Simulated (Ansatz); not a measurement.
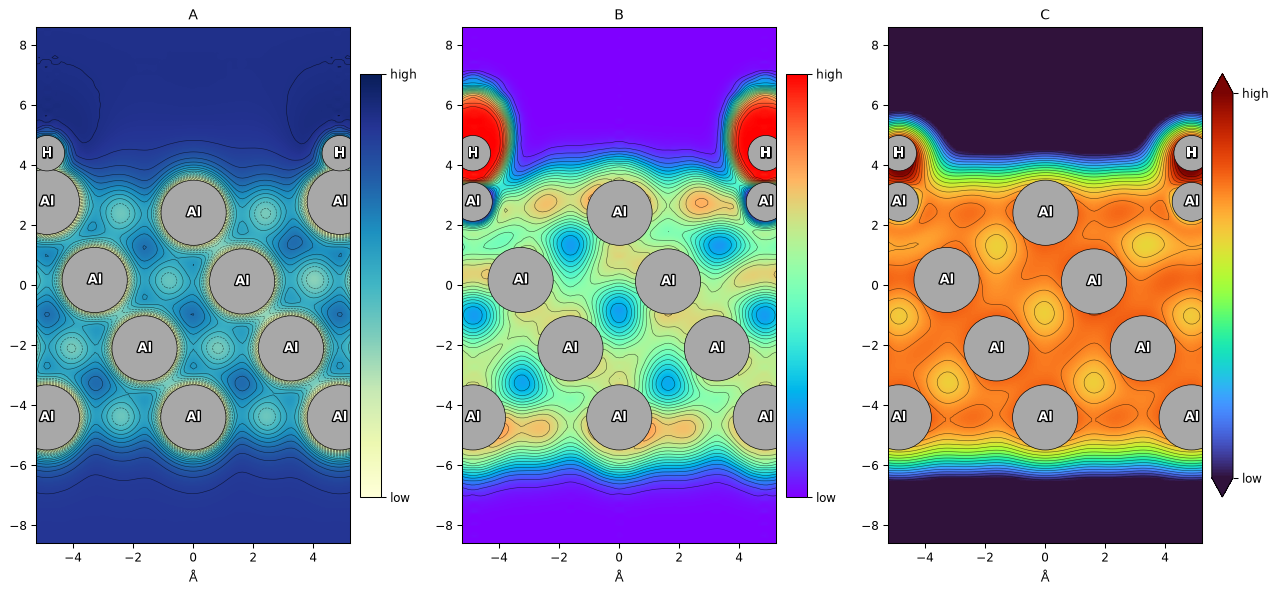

Al$_{16}$H (slab): 3 fields on the (110) plane of the calculation cell, a cut from vacuum to vacuum, with unlabelled colour scales. Grey discs cover the atomic cores.

Computed without spin polarisation.

Method: Ansatz, DFT PBE+D3(BJ), scalar-relativistic, plane waves, PAW.

```
Al H
1.0
     5.63242    0.00000    0.00000
    -2.81621    4.87782    0.00000
     0.00000    0.00000   25.89828
Al H
16 1
Direct
  0.33333 0.16667 0.32821
  0.33333 0.66667 0.32821
  0.83333 0.16667 0.32821
  0.83333 0.66667 0.32821
  0.66667 0.33333 0.41699
  0.66667 0.83333 0.41699
  0.16667 0.33333 0.41699
  0.16667 0.83333 0.41699
  0.99650 0.49300 0.50497
  0.99650 0.00350 0.50497
  0.50000 0.50000 0.50309
  0.50700 0.00350 0.50497
  0.33426 0.66574 0.59146
  0.33426 0.16851 0.59146
  0.83149 0.66574 0.59146
  0.83333 0.16667 0.60547
  0.83333 0.16667 0.66805
```

### The panels show electron localisation function, electrostatic potential energy of an electron and valence pseudo-density in some order. Assign them.

Panel A: electrostatic potential energy of an electron (low next to the atoms, rising into the space between them). Panel B: electron localisation function. Panel C: valence pseudo-density. From the grid: Al–Al (2.76 Å): the density is about 0.23 e/Å³ at the midpoint; the ELF peaks at about 0.70 between the atoms.
